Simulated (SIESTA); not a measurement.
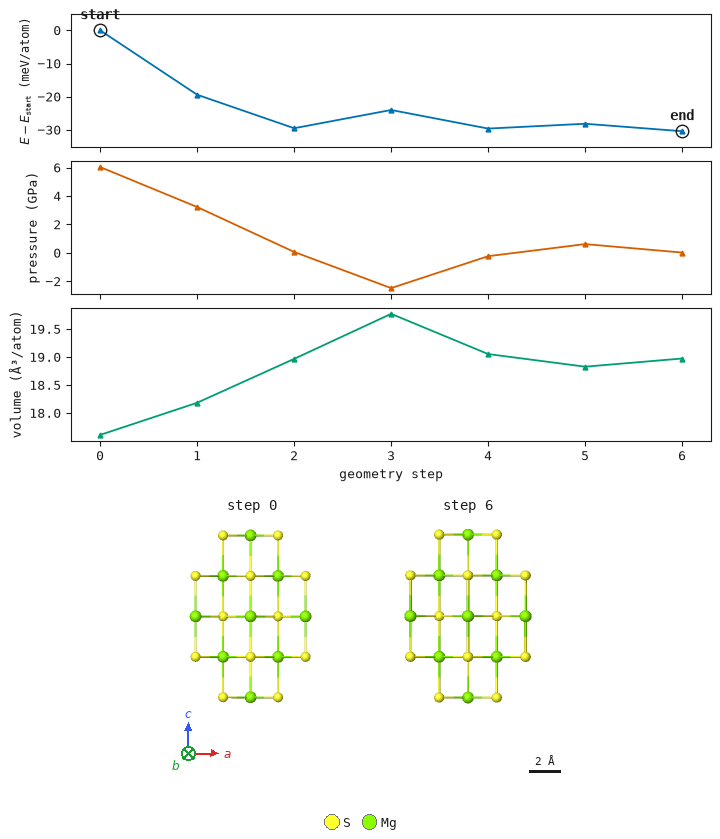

First and last geometry of a relaxation of a crystal of MgS (set up in P-1), with the history of the run. Style: ball-and-stick. Shown: the conventional cell (2 times the calculation's cell), along the b axis. Lengths and directions refer to the drawn axes.

The run lets cell and atoms move, from this start: cell strained at random at fixed volume.

These are results of Kohn-Sham DFT of a periodic cell, vdW-DF, PseudoDojo 0.4 stringent, converted to PSML in SIESTA 5.4.2, not measurements.

Input
```
SystemName                      Niningerite
SystemLabel                     MgS
NumberOfSpecies                 2
NumberOfAtoms                   2
%block ChemicalSpeciesLabel
  1  16 S
  2  12 Mg
%endblock ChemicalSpeciesLabel
%include structure.fdf

%block kgrid.MonkhorstPack
    9   0   0  0.0
    0   9   0  0.0
    0   0   9  0.0
%endblock kgrid.MonkhorstPack
XC.Functional                   VDW
XC.Authors                      DRSLL
PAO.BasisSize                   DZP
PAO.EnergyShift                 0.002 Ry
Mesh.Cutoff                     800 Ry
OccupationFunction              FD
ElectronicTemperature           0.05 eV
MaxSCFIterations                120
SCF.MustConverge                false
SCF.Mixer.Method                Pulay
SCF.Mixer.Weight                0.25
SCF.Mixer.History               8
SCF.DM.Tolerance                5.0e-05
SCF.H.Tolerance                 1.0e-03 eV
WriteForces                     true
Charge.Mulliken                 end
Charge.Hirshfeld                end
Charge.Voronoi                  end
SaveRho                         true
SaveElectrostaticPotential      true
MD.TypeOfRun                    CG
MD.Steps                        40
MD.MaxForceTol                  0.01 eV/Ang
MD.MaxDispl                     0.1 Ang
WriteCoorStep                   true
AtomCoorFormatOut               Fractional
MD.VariableCell                 true
MD.MaxStressTol                 0.1 GPa
```

Run as
```bash
siesta < MgS.fdf > MgS.out 2>&1
```

### What do the curves and the structures tell?

It converged. After 6 geometry steps the energy has fallen by 30.4 meV per atom. All forces vanish by symmetry, so only the cell relaxes. The pressure goes from 6.04 to 0.03 GPa. The atoms keep their places relative to the cell (all moves are under 0.005 Å). The volume changes by +7.8 %, with a 3.604 → 3.770 Å (+4.6 %), b 3.687 → 3.773 Å (+2.3 %), c 5.302 → 5.337 Å (+0.7 %), γ 90.6° → 90.0°. Among the contacts that change: Mg–S 2.564 → 2.667 Å, Mg–S 2.591 → 2.667 Å, Mg–S 2.651 → 2.668 Å. The space group (tolerance 0.01 Å) goes from C2/m (No. 12) to Fm-3m (No. 225).
